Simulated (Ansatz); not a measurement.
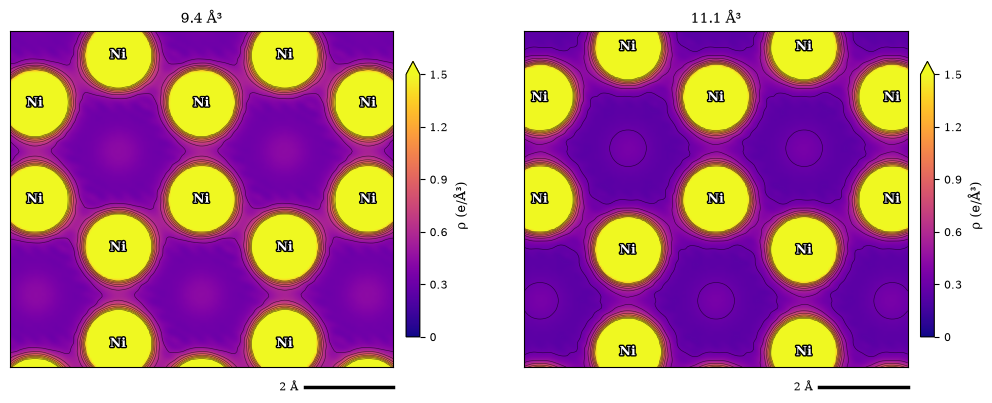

Ni. The valence pseudo-density of cells scaled evenly to different volumes (given per atom above each panel), on the (001) plane of each (indices in the axes of the cell below), at one length scale and on one colour scale.

A generated structure, not necessarily the stable one; spin-polarised.

Level of theory: Ansatz 0.2.0, DFT, m-r2SCAN, plane waves (500 eV) with PAW, scalar-relativistic.

The density is the valence pseudo-density of a PAW calculation; it isn't the true density close to the nuclei.

The largest cell:

```
Ni
1.0
     3.98562    0.00000    0.00000
    -1.99281    3.45165    0.00000
     0.00000    0.00000    2.41627
Ni
3
Direct
  0.00000 0.00000 0.00000
  0.33333 0.66667 0.50000
  0.66667 0.33333 0.50000
```

| volume (Å³/atom) | Ni–Ni contact in the plane (Å) | ρ at its midpoint (e/Å³) | pressure (GPa) | largest moment (μB) | 
| --- | --- | --- | --- | --- |
| 9.38 | 2.177 | 0.547 | 37.1 | 0.55 | 
| 10.65 | 2.271 | ? | ? | ? | 
| 11.08 | 2.301 | 0.437 | −7.7 | 0.68 | 

> What values belong in the row with question marks?

Over the known rows ln ρ falls by 1.81 per Å of Ni–Ni distance (the line through the two), which gives 0.461 e/Å³ at 2.271 Å; the calculation gives 0.463 e/Å³. For the pressure, a straight line in volume between the neighbouring rows gives 3.6 GPa; the calculation gives 0.0, lower because pressure rises ever faster on compression. For the largest moment, a straight line in volume between the neighbouring rows gives 0.65 μB; the calculation gives 0.66.
